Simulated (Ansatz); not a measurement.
B$_{12}$N$_{11}$

Input file:

```
crystal:
  lattice:
    - [-3.724362, 3.577546, -3.285671]
    - [3.723445, 3.57761, -3.284555]
    - [-0.00099, -1.422041, -6.560356]
  atoms:
    - { symbol: B, position: [0.1647963597, 0.8326202023, 0.5024298173] }
    - { symbol: B, position: [0.5872857269, 0.8982630253, 0.2594013518] }
    - { symbol: B, position: [0.8337169034, 0.1637382906, 0.5025195511] }
    - { symbol: B, position: [0.5154687225, 0.5143583889, 0.48609696] }
    - { symbol: B, position: [0.2495993662, 0.2485649595, 0.2524549866] }
    - { symbol: B, position: [0.0013092129, 0.0002458194, 0.001909853] }
    - { symbol: B, position: [0.7462772349, 0.7452284986, 0.7483628514] }
    - { symbol: B, position: [0.6667319867, 0.3268632527, 0.0027543522] }
    - { symbol: B, position: [0.4186688317, 0.087729525, 0.746980509] }
    - { symbol: B, position: [0.8991412066, 0.5861135532, 0.2590017811] }
    - { symbol: B, position: [0.3278572517, 0.6656660849, 0.0026819149] }
    - { symbol: B, position: [0.0887710902, 0.4175850509, 0.7468393127] }
    - { symbol: "N", position: [0.3371122564, 0.9938379957, 0.3374766176] }
    - { symbol: "N", position: [0.7494519279, 0.0723095562, 0.0917360136] }
    - { symbol: "N", position: [0.9948977431, 0.3360117942, 0.337404043] }
    - { symbol: "N", position: [0.415792303, 0.4147437996, 0.0839009995] }
    - { symbol: "N", position: [0.1685797089, 0.1675197036, 0.8343412038] }
    - { symbol: "N", position: [0.9149910368, 0.9138971115, 0.5854414547] }
    - { symbol: "N", position: [0.8351176153, 0.4950339119, 0.8326263515] }
    - { symbol: "N", position: [0.5873978841, 0.2591285304, 0.5778978762] }
    - { symbol: "N", position: [0.0732535444, 0.7483184804, 0.0915162423] }
    - { symbol: "N", position: [0.4960949718, 0.8340690285, 0.8327617552] }
    - { symbol: "N", position: [0.2602110975, 0.5862499735, 0.5776184539] }
basis:
  ecutwfc: 420
kpoints:
  mp_grid: { grid: [5, 5, 6] }
hamiltonian:
  xc: pbe
  dispersion: d3bj
scf:
  occupations: { method: gaussian, width: 0.1 }
  n_extra_bands: 11
output:
  forces: true
  stress: true
  eigenvalues: true
  populations: true
  dos:
    method: { smearing: { sigma: 0.1, scheme: gaussian } }
    projected: true
    de: 0.02
  write_density: true
  write_potential: true
  elf: true
  volumetric_format: npy
```

Command:

```sh
ansatz run input.yaml --threads 4 --pin off --max-ram 9216MiB --backend cpu --events-out ev --progress --plain --runs-dir out
```

Below, planes, directions and counts refer to the conventional cell (a = 9.71 Å, b = 7.45 Å, c = 6.71 Å, α = 89.98°, β = 120.33°, γ = 90.01°).

Space group Cm; a generated structure, not necessarily the stable one; computed without spin polarisation.

The calculation used DFT PBE+D3(BJ), scalar-relativistic, plane waves, PAW in Ansatz.

What will maps of the valence pseudo-density and electron localisation function show?

Answer. B–N (1.43 Å): ρ is about 1.9 e/Å³ halfway; the ELF peaks at about 0.95 between the atoms.

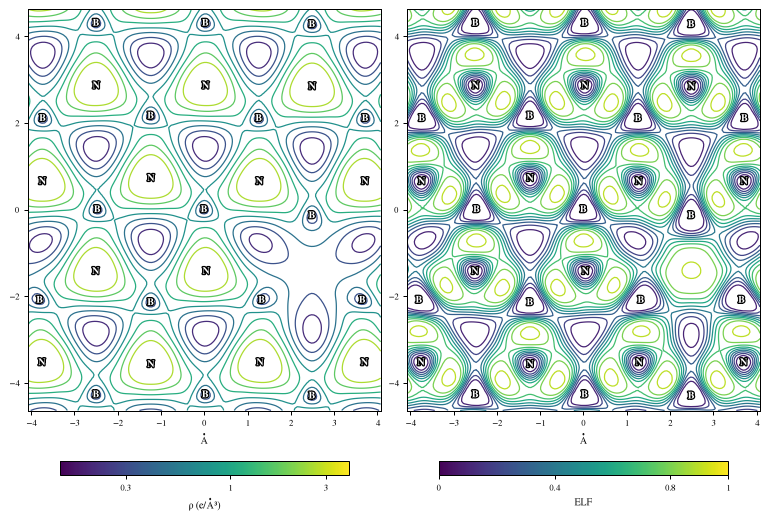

Computed valence pseudo-density and electron localisation function on the (101̄) plane of the conventional cell, in this order. 

Core electrons are frozen (PAW), and the valence fields are smoothed inside the atomic spheres.
